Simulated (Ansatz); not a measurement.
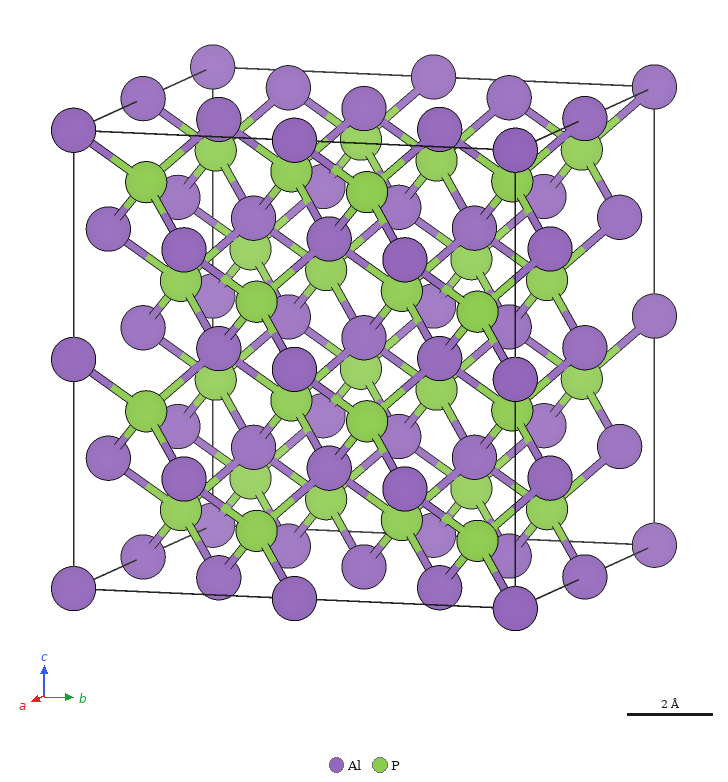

**Figure 1.** The input geometry (ball-and-stick view of the cell of the calculation, seen slightly off an axis). Near neighbours in the crystal (not all of them lie inside the picture): Al has 4 P at 2.37 Å; P has 4 Al at 2.37 Å.

**Al32P32: single-point calculation**

System: Al32P32 (F-43m, 64 atoms in the cell).
Method: DFT, PBEsol, PAW, plane waves (Ansatz 0.2.0).

The structure was built on a prototype by a generator.

### What the program printed
```
Pseudopotentials: kind: paw
Functional definition: PBEsol
  exchange = pbesol_x
  correlation = pbesol_c
Crystal: 64 atoms, lattice volume = 1309.339 Å³
Basis set: ecut = 420 eV, 25677 PW (Γ), exchange–correlation on 150×150×150 points (8 copies of the dense FFT grid, shifted against one another)
Bands: 192, of which v1, the nominal top of the filled ones, is band 128 counted from 1 (127 counted from 0)
Symmetry: 1 space group operations
k-points: 1
Non-local potential: Al, projectors of the file, l = 0: 2, l = 1: 2, l = 2: 1
Non-local potential: P, projectors of the file, l = 0: 2, l = 1: 2, l = 2: 2
PAW form: soft (Blöchl's): semilocal exchange-correlation on the pseudo side does not see the compensation charge
PAW frozen core: Al, regenerated for the run's functional, and the local potential with it (the file was generated under x = pbe(κ = 0.804, μ = 0.2195149727645171), c = pbe(β = 0.06672455060314922))
PAW frozen core: P, regenerated for the run's functional, and the local potential with it (the file was generated under x = pbe(κ = 0.804, μ = 0.2195149727645171), c = pbe(β = 0.06672455060314922))
PAW one-centre angular grid: Al, 110 points (default); XC on 64 Gauss nodes
PAW one-centre angular grid: P, 110 points (default); XC on 64 Gauss nodes
Initial density: superposition of atomic densities (neutral atoms: chi_scale 0, normalization atom), corrected by the library's trained network
Initial wavefunctions: pseudopotential atomic-orbital guess
Functional: x = pbesol(κ = 0.804, μ = 0.12345679012345678), c = pbesol(β = 0.046)
SCF iter   1: F=—  HF=-40503.594164 eV  |F-HF|=—  |Δ(HF+E_count)|=         —  Δρ=3.94e-3  dr2=3.35e-1  ethr=1.77e-3  ⟨swp⟩=8.0  Hψ=1039  notcnv=0  defer=22
preconditioner: auto → Resta (q_TF=auto, 2.079 Å⁻¹)  ε∞=4.9  [insulator: Δε(μ)=2.029 eV  Ē_g=8.363 eV  σ=0.010 eV  W_gap=1.00  n_scr=202 (ndim 8)  ℏωp=16.4 eV  f_vac=0.000  D(μ)=0.00/eV (n_scr^D=0)  ε∞_Penn≈4.9]
SCF iter   2: F=—  HF=-40503.517253 eV  |F-HF|=—  |Δ(HF+E_count)|=   7.69e-2  Δρ=1.93e-3  dr2=7.68e-2  ethr=1.31e-4  ⟨swp⟩=2.0  Hψ=301  notcnv=0  defer=58
SCF iter   3: F=—  HF=-40503.504469 eV  |F-HF|=—  |Δ(HF+E_count)|=   1.28e-2  Δρ=3.98e-4  dr2=2.99e-3  ethr=3.00e-5  ⟨swp⟩=2.0  Hψ=230  notcnv=0  defer=58
SCF iter   4: F=—  HF=-40503.505620 eV  |F-HF|=—  |Δ(HF+E_count)|=   1.15e-3  Δρ=7.09e-5  dr2=7.19e-5  ethr=1.17e-6  ⟨swp⟩=2.0  Hψ=255  notcnv=0  defer=58
SCF iter   5: F=—  HF=-40503.505029 eV  |F-HF|=—  |Δ(HF+E_count)|=   5.91e-4  Δρ=1.05e-5  dr2=3.49e-6  ethr=2.81e-8  ⟨swp⟩=3.0  Hψ=264  notcnv=0  defer=58
SCF iter   6: F=—  HF=-40503.505029 eV  |F-HF|=—  |Δ(HF+E_count)|=   2.62e-8  Δρ=3.42e-6  dr2=3.35e-7  ethr=1.36e-9  ⟨swp⟩=3.0  Hψ=332  notcnv=0  defer=58
SCF iter   7: F=-40503.505029 eV  HF=-40503.505029 eV  |F-HF|=1.22e-9  |Δ(HF+E_count)|=   7.47e-9  Δρ=8.40e-7  dr2=1.36e-8  ethr=3.91e-11  ⟨swp⟩=18.0  Hψ=1306  notcnv=0
SCF 1 converged in 7 iterations: F = -40503.505029 eV  dr2 = 1.36e-8
  greatest PAW one-centre occupation: 0.778 electrons in one spin orbital (limit 2), on the P atom at site 49 (counted from 0), in its partial waves of l = 0
```

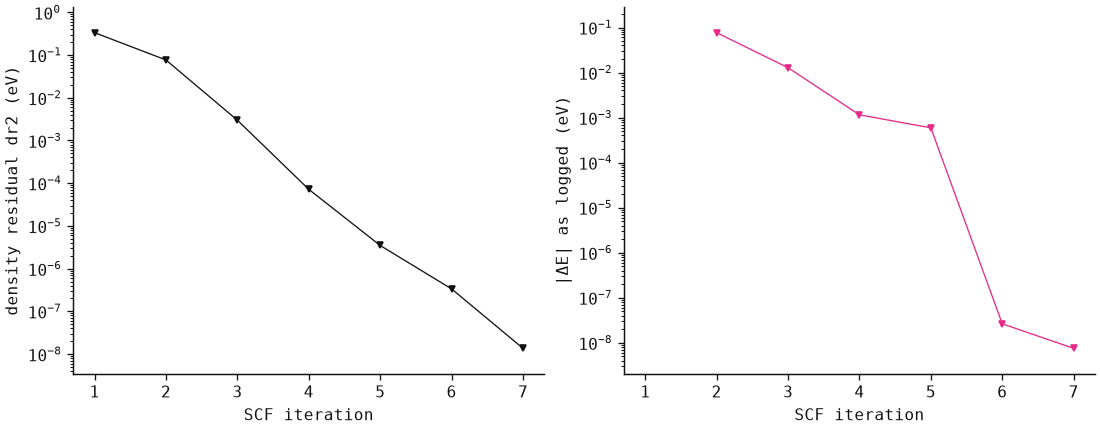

**Figure 2.** Convergence of the self-consistent field: density residual dr2 and size of the energy change against the SCF iteration. The residual falls at every step.

```
NSCF: frozen V_eff on 1 k-points
SCF converged after 7 iterations
Free energy (F): -40503.505029 eV
Harris-Foulkes:  -40503.505029 eV  (|F-HF|=1.22e-9)
Internal energy: -40503.505029 eV  (E = F + TS)
E sigma→0 (E₀):  -40503.505029 eV
Fermi energy:    5.828863 eV
--- Per-component energies (eV) ---
  E_band       = 125.460375
  E_kinetic    = 2992.247804
  E_local      = -2638.803834  (includes V_loc(G=0)·N_el)
  E_nonlocal   = 1435.528109
  E_hartree    = 790.110067
  E_xc         = -3215.359423
  E_vxc        = -2877.954069  (∫ρ·V_xc dr)
  E_paw        = -32290.167896  (= ΣΔE_a)
  E_vpaw       = -365.778670  (= ΣTr[D̂ρ^β])
  E_aug_tail   = 0.000020  (compensation charges beyond the density's cutoff)
  E_ewald      = -7579.147398
  E_core_change = 2.087523  (= ΣΔE_core)
  E_smearing   = -0.000000  (= −TS)
  E_closure    = 0.000000  (closes the sum)
  Σ components = -40503.505029   (vs F -40503.505029, Δ=0.00e0)
--- Forces (eV/Å), atoms counted from 1 ---
  atom   1  Al    -0.00983053    -0.00983102    -0.00983393
  atom   2  Al    -0.00982398    -0.00982798    -0.00983327
  atom   3  Al    -0.00982762    -0.00983138    -0.00982804
  atom   4  Al    -0.00983654    -0.00982784    -0.00982693
  atom   5  Al    -0.00983643    -0.00982961    -0.00983129
  atom   6  Al    -0.00982658    -0.00983081    -0.00982611
  atom   7  Al    -0.00982920    -0.00983004    -0.00983280
  atom   8  Al    -0.00983112    -0.00982875    -0.00983040
  atom   9  Al    -0.00982640    -0.00983165    -0.00983013
  atom  10  Al    -0.00983136    -0.00983394    -0.00983041
  atom  11  Al    -0.00982963    -0.00982818    -0.00983020
  atom  12  Al    -0.00983104    -0.00982993    -0.00982687
  atom  13  Al    -0.00982709    -0.00982746    -0.00982586
  atom  14  Al    -0.00982982    -0.00982855    -0.00982958
  atom  15  Al    -0.00983282    -0.00982897    -0.00983365
  atom  16  Al    -0.00983031    -0.00983392    -0.00983267
  atom  17  Al    -0.00983184    -0.00982499    -0.00983208
  atom  18  Al    -0.00982836    -0.00983408    -0.00982931
  atom  19  Al    -0.00982509    -0.00982749    -0.00983097
  atom  20  Al    -0.00983035    -0.00983143    -0.00983007
  atom  21  Al    -0.00982990    -0.00983653    -0.00982774
  atom  22  Al    -0.00983142    -0.00982960    -0.00982824
  atom  23  Al    -0.00982742    -0.00983523    -0.00982675
  atom  24  Al    -0.00983285    -0.00982260    -0.00983469
  atom  25  Al    -0.00982850    -0.00982908    -0.00982444
  atom  26  Al    -0.00982860    -0.00983457    -0.00982744
  atom  27  Al    -0.00983026    -0.00982517    -0.00983124
  atom  28  Al    -0.00982746    -0.00982941    -0.00983460
  atom  29  Al    -0.00983438    -0.00983054    -0.00983628
  atom  30  Al    -0.00983305    -0.00983003    -0.00983323
  atom  31  Al    -0.00983113    -0.00983140    -0.00982619
  atom  32  Al    -0.00982746    -0.00982920    -0.00982376
  atom  33  P      0.00983203     0.00982901     0.00983604
  atom  34  P      0.00982467     0.00983012     0.00982251
  atom  35  P      0.00983085     0.00983132     0.00982568
  atom  36  P      0.00982606     0.00983434     0.00983023
  atom  37  P      0.00981930     0.00983012     0.00983204
  atom  38  P      0.00982851     0.00982817     0.00982964
  atom  39  P      0.00982810     0.00982287     0.00982315
  atom  40  P      0.00984313     0.00982251     0.00983422
  atom  41  P      0.00983717     0.00982600     0.00982873
  atom  42  P      0.00982838     0.00982442     0.00983118
  atom  43  P      0.00982525     0.00983494     0.00982000
  atom  44  P      0.00982302     0.00982995     0.00982963
  atom  45  P      0.00982648     0.00982868     0.00983838
  atom  46  P      0.00982329     0.00983670     0.00982842
  atom  47  P      0.00982822     0.00982913     0.00983237
  atom  48  P      0.00983213     0.00982544     0.00982938
  atom  49  P      0.00982218     0.00983583     0.00982135
  atom  50  P      0.00983089     0.00982530     0.00983560
  atom  51  P      0.00982881     0.00982761     0.00982664
  atom  52  P      0.00983319     0.00982727     0.00983544
  atom  53  P      0.00983772     0.00983100     0.00982735
  atom  54  P      0.00983646     0.00982606     0.00982434
  atom  55  P      0.00981973     0.00982529     0.00983256
  atom  56  P      0.00981918     0.00982796     0.00982120
  atom  57  P      0.00982219     0.00981690     0.00982306
  atom  58  P      0.00982968     0.00982607     0.00982809
  atom  59  P      0.00982223     0.00983483     0.00983102
  atom  60  P      0.00983019     0.00982807     0.00982960
  atom  61  P      0.00983714     0.00983153     0.00982228
  atom  62  P      0.00982289     0.00984294     0.00982807
  atom  63  P      0.00983697     0.00982640     0.00982906
  atom  64  P      0.00982861     0.00982765     0.00982926
  max |Σ_I F_I| component: 4.39e-5 eV/Å
--- Stress (GPa, compression-positive) ---
        0.024965      -0.571752      -0.571751
       -0.571752       0.024965      -0.571753
       -0.571751      -0.571753       0.024965
  P = ⅓ Tr σ = 0.0250 GPa (0.250 kbar)
--- Band table (eV) ---
  k-point 0: bands = ["-6.3788", "-5.9376", "-5.9376", "-5.9376", "-5.5458", "-5.5458", "-5.5458", "-5.2405", "-5.1481", "-5.1481", "-5.1480", "-4.8838", "-4.8838", "-4.8838", "-4.8838", "-4.8838", "-4.8838", "-4.8012", "-4.8012", "-4.8012", "-4.5209", "-4.5209", "-4.5209", "-4.3444", "-4.3444", "-4.3444", "-4.2958", "-4.2958", "-4.2958", "-4.2958", "-4.2958", "-4.2958", "-0.4006", "-0.4006", "-0.4006", "-0.1102", "-0.1102", "-0.1102", "-0.0769", "-0.0769",
      "-0.0769", "-0.0207", "-0.0207", "-0.0207", "-0.0207", "-0.0207", "-0.0207", "0.1030", "0.3127", "0.3127", "0.3127", "0.3127", "0.3127", "0.3127", "0.9546", "0.9546", "0.9546", "1.1624", "1.1624", "1.1624", "1.7278", "1.7278", "1.7278", "1.7278", "1.7278", "1.7278", "1.8208", "1.8208", "1.8208", "2.3040", "2.3040", "2.3040", "2.3346", "2.3346", "2.3346", "2.4602", "2.4602", "2.4602", "2.4602", "2.4602",
      "2.4602", "2.7654", "2.7654", "2.7654", "2.7654", "2.7654", "2.7654", "2.9782", "2.9782", "2.9782", "3.0323", "3.0323", "3.0323", "3.3412", "3.3412", "3.3412", "3.3438", "3.3438", "3.3438", "3.3827", "3.3827", "3.3827", "3.6348", "3.6348", "3.6348", "3.6348", "3.6348", "3.6348", "3.6532", "3.6532", "3.6532", "3.7007", "3.9055", "3.9055", "3.9055", "4.0954", "4.0954", "4.0954", "4.1622", "4.1622",
      "4.1622", "4.2621", "4.2621", "4.4931", "4.4931", "4.4931", "4.7912", "4.7912", "6.8706", "6.8706", "6.8706", "7.5908", "7.5908", "7.5908", "7.7790", "7.9562", "7.9562", "7.9562", "8.1286", "8.1286", "8.1286", "8.2258", "8.2258", "8.2258", "8.2258", "8.2258", "8.2258", "8.2531", "8.2531", "8.2531", "8.5283", "8.5769", "8.5769", "8.5769", "8.7887", "8.7887", "8.7887", "8.7988", "8.7988", "8.7988",
      "8.7988", "8.7988", "8.7988", "8.8248", "8.8248", "8.8248", "9.5381", "9.5381", "9.5381", "9.6282", "9.6282", "9.6282", "9.6388", "9.6388", "9.6388", "9.6388", "9.6388", "9.6388", "9.7190", "9.7190", "9.8205", "9.8205", "9.9368", "9.9681", "9.9681", "9.9681", "10.0934", "10.0934", "10.0934", "10.0934", "10.0934", "10.0934"]
--- Löwdin populations: 64 sites ---
  site symbol       q [e]
     0     Al      2.6198
     1     Al      2.6198
     2     Al      2.6198
     3     Al      2.6198
     4     Al      2.6198
     5     Al      2.6198
     6     Al      2.6198
     7     Al      2.6198
     8     Al      2.6198
     9     Al      2.6198
    10     Al      2.6198
    11     Al      2.6198
    12     Al      2.6198
    13     Al      2.6198
    14     Al      2.6198
    15     Al      2.6198
    16     Al      2.6198
    17     Al      2.6198
    18     Al      2.6198
    19     Al      2.6198
    20     Al      2.6198
    21     Al      2.6198
    22     Al      2.6198
    23     Al      2.6198
    24     Al      2.6198
    25     Al      2.6198
    26     Al      2.6198
    27     Al      2.6198
    28     Al      2.6198
    29     Al      2.6198
    30     Al      2.6198
    31     Al      2.6198
    32      P      5.3220
    33      P      5.3220
    34      P      5.3220
    35      P      5.3220
    36      P      5.3220
    37      P      5.3220
    38      P      5.3220
    39      P      5.3220
    40      P      5.3220
    41      P      5.3220
    42      P      5.3220
    43      P      5.3220
    44      P      5.3220
    45      P      5.3220
    46      P      5.3220
    47      P      5.3220
    48      P      5.3220
    49      P      5.3220
    50      P      5.3220
    51      P      5.3220
    52      P      5.3220
    53      P      5.3220
    54      P      5.3220
    55      P      5.3220
    56      P      5.3220
    57      P      5.3220
    58      P      5.3220
    59      P      5.3220
    60      P      5.3220
    61      P      5.3220
    62      P      5.3220
    63      P      5.3220
  spilling = 0.007269 (of n_electrons = 256.000000)
```

This output came from the following input.

### The input
```yaml
crystal:
  lattice:
    - [10.940000, 0.000000, 0.000000]
    - [0.000000, 10.940000, 0.000000]
    - [0.000000, 0.000000, 10.940000]
  atoms:
    - { symbol: Al, position: [0.000000, 0.000000, 0.000000] }
    - { symbol: Al, position: [0.000000, 0.000000, 0.500000] }
    - { symbol: Al, position: [0.000000, 0.500000, 0.000000] }
    - { symbol: Al, position: [0.000000, 0.500000, 0.500000] }
    - { symbol: Al, position: [0.500000, 0.000000, 0.000000] }
    - { symbol: Al, position: [0.500000, 0.000000, 0.500000] }
    - { symbol: Al, position: [0.500000, 0.500000, 0.000000] }
    - { symbol: Al, position: [0.500000, 0.500000, 0.500000] }
    - { symbol: Al, position: [0.250000, 0.250000, 0.000000] }
    - { symbol: Al, position: [0.250000, 0.250000, 0.500000] }
    - { symbol: Al, position: [0.250000, 0.750000, 0.000000] }
    - { symbol: Al, position: [0.250000, 0.750000, 0.500000] }
    - { symbol: Al, position: [0.750000, 0.250000, 0.000000] }
    - { symbol: Al, position: [0.750000, 0.250000, 0.500000] }
    - { symbol: Al, position: [0.750000, 0.750000, 0.000000] }
    - { symbol: Al, position: [0.750000, 0.750000, 0.500000] }
    - { symbol: Al, position: [0.250000, 0.000000, 0.250000] }
    - { symbol: Al, position: [0.250000, 0.000000, 0.750000] }
    - { symbol: Al, position: [0.250000, 0.500000, 0.250000] }
    - { symbol: Al, position: [0.250000, 0.500000, 0.750000] }
    - { symbol: Al, position: [0.750000, 0.000000, 0.250000] }
    - { symbol: Al, position: [0.750000, 0.000000, 0.750000] }
    - { symbol: Al, position: [0.750000, 0.500000, 0.250000] }
    - { symbol: Al, position: [0.750000, 0.500000, 0.750000] }
    - { symbol: Al, position: [0.000000, 0.250000, 0.250000] }
    - { symbol: Al, position: [0.000000, 0.250000, 0.750000] }
    - { symbol: Al, position: [0.000000, 0.750000, 0.250000] }
    - { symbol: Al, position: [0.000000, 0.750000, 0.750000] }
    - { symbol: Al, position: [0.500000, 0.250000, 0.250000] }
    - { symbol: Al, position: [0.500000, 0.250000, 0.750000] }
    - { symbol: Al, position: [0.500000, 0.750000, 0.250000] }
    - { symbol: Al, position: [0.500000, 0.750000, 0.750000] }
    - { symbol: P, position: [0.125000, 0.125000, 0.125000] }
    - { symbol: P, position: [0.125000, 0.125000, 0.625000] }
    - { symbol: P, position: [0.125000, 0.625000, 0.125000] }
    - { symbol: P, position: [0.125000, 0.625000, 0.625000] }
    - { symbol: P, position: [0.625000, 0.125000, 0.125000] }
    - { symbol: P, position: [0.625000, 0.125000, 0.625000] }
    - { symbol: P, position: [0.625000, 0.625000, 0.125000] }
    - { symbol: P, position: [0.625000, 0.625000, 0.625000] }
    - { symbol: P, position: [0.375000, 0.375000, 0.125000] }
    - { symbol: P, position: [0.375000, 0.375000, 0.625000] }
    - { symbol: P, position: [0.375000, 0.875000, 0.125000] }
    - { symbol: P, position: [0.375000, 0.875000, 0.625000] }
    - { symbol: P, position: [0.875000, 0.375000, 0.125000] }
    - { symbol: P, position: [0.875000, 0.375000, 0.625000] }
    - { symbol: P, position: [0.875000, 0.875000, 0.125000] }
    - { symbol: P, position: [0.875000, 0.875000, 0.625000] }
    - { symbol: P, position: [0.375000, 0.125000, 0.375000] }
    - { symbol: P, position: [0.375000, 0.125000, 0.875000] }
    - { symbol: P, position: [0.375000, 0.625000, 0.375000] }
    - { symbol: P, position: [0.375000, 0.625000, 0.875000] }
    - { symbol: P, position: [0.875000, 0.125000, 0.375000] }
    - { symbol: P, position: [0.875000, 0.125000, 0.875000] }
    - { symbol: P, position: [0.875000, 0.625000, 0.375000] }
    - { symbol: P, position: [0.875000, 0.625000, 0.875000] }
    - { symbol: P, position: [0.125000, 0.375000, 0.375000] }
    - { symbol: P, position: [0.125000, 0.375000, 0.875000] }
    - { symbol: P, position: [0.125000, 0.875000, 0.375000] }
    - { symbol: P, position: [0.125000, 0.875000, 0.875000] }
    - { symbol: P, position: [0.625000, 0.375000, 0.375000] }
    - { symbol: P, position: [0.625000, 0.375000, 0.875000] }
    - { symbol: P, position: [0.625000, 0.875000, 0.375000] }
    - { symbol: P, position: [0.625000, 0.875000, 0.875000] }
  symmetry: { detect: false }
kpoints:
  mp_grid: { grid: [1, 1, 1], shift: [0.25, 0.25, 0.25] }
hamiltonian:
  xc: pbesol
scf:
  occupations: { method: fermi_dirac, width: 0.01 }
output:
  forces: true
  eigenvalues: true
  stress: true
  populations: true
  eigenstates: { kpoints: [[0.25, 0.25, 0.25]], e_range: [-6.0, 6.0], localisation: true }
```

### Results in brief

| quantity | value |
| --- | --- |
| outcome | converged |
| space group (tolerance 0.01 Å) | F-43m (216) |
| electrons treated | 256 |
| free energy | −40503.5050 eV |
| Fermi energy | 5.829 eV |
| pressure | 0.03 GPa |
| largest force (length of the vector) | 0.017 eV/Å |
| hardware | 7 CPU threads, shared host |
| wall time | 21 s (CPU time 2 min) |
| peak memory | 2.1 GiB |

### Notes

The k-point mesh is coarse for a cell of this size, so the results may not be converged.
